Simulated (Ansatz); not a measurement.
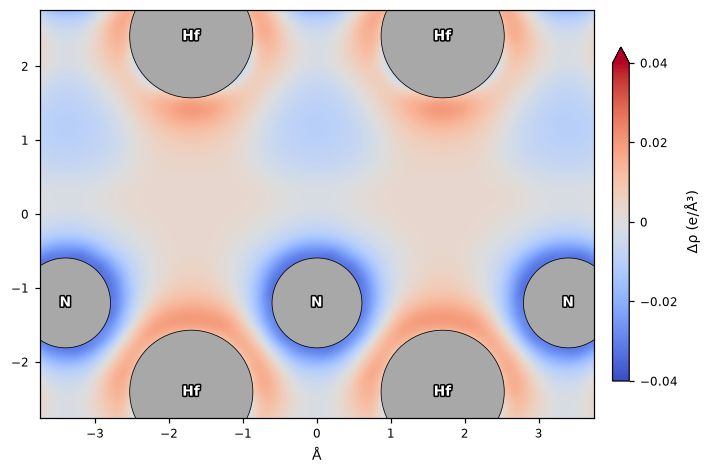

HfN. Difference of the valence pseudo-densities of two functionals at the same geometry, on the (101̄) plane of the calculation cell: one of LDA and r2SCAN less the other.

Both computed with Ansatz (plane waves, PAW), on the same k-point mesh. Grey discs cover the atomic cores.

**Which was subtracted from which, and what does the map show?**

It is LDA less r2SCAN. Against r2SCAN, LDA gives more density around Hf (+0.009 e/Å³ on average at 1.2 Å from the nucleus), less density around N (−0.022 e/Å³ on average at 0.8 Å from the nucleus), less density in the space between the atoms (−0.003 e/Å³ on average) and a change of +0.011 e/Å³ at the midpoint of Hf–N.
